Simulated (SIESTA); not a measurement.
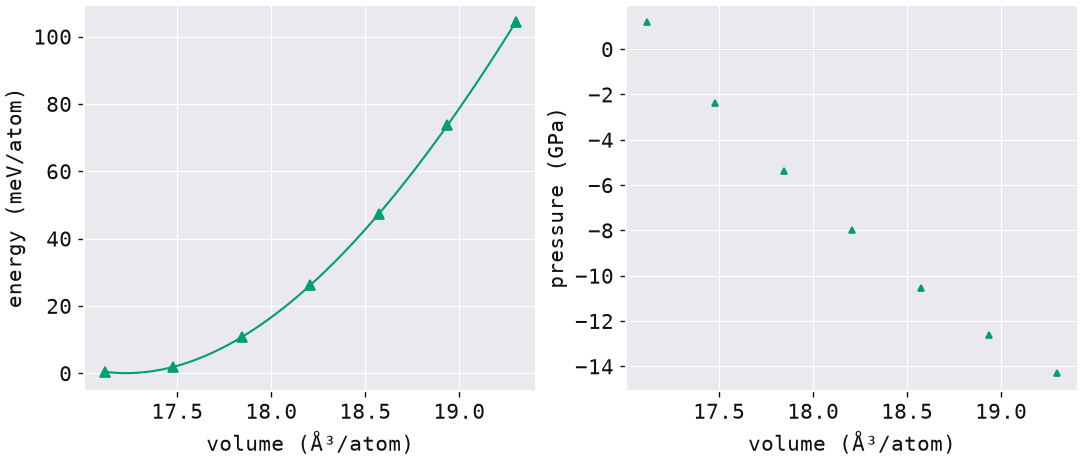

Energy and pressure against volume for Au, space group Im-3m (No. 229).

A third-order Birch–Murnaghan fit gives V0 = 17.23 Å³/atom, B0 = 167 GPa and B′ = 4.9. The energy rises from 0 meV/atom at volume 17.11 Å³/atom to 104 meV/atom at 19.30 Å³/atom. The pressure falls from 1.19 GPa at volume 17.11 Å³/atom to −14.30 GPa at 19.30 Å³/atom, and changes sign near 17.24 Å³/atom.

Computed with SIESTA 5.4.2: DFT in numerical atomic orbitals with pseudopotentials, no spin polarisation; energies at scaled volumes of the given cell, shape and fractions fixed, counted from the fit's minimum, third-order Birch-Murnaghan fit. Level: PBEsol.

k mesh 11×11×11; occupations Fermi–Dirac; smearing width 0.05 eV; potentials PseudoDojo 0.4 standard, converted to PSML, two zetas on semicore shells; program settings basis DZP, mesh cutoff 800 Ry.

Cell as given: a = 2.870 Å, b = 2.870 Å, c = 2.870 Å, α = 109.47°, β = 109.47°, γ = 109.47°; 1 atom.

Note: mulliken charges of long orbitals; short basis over semicore shells; spin-orbit coupling left out, heavy elements.
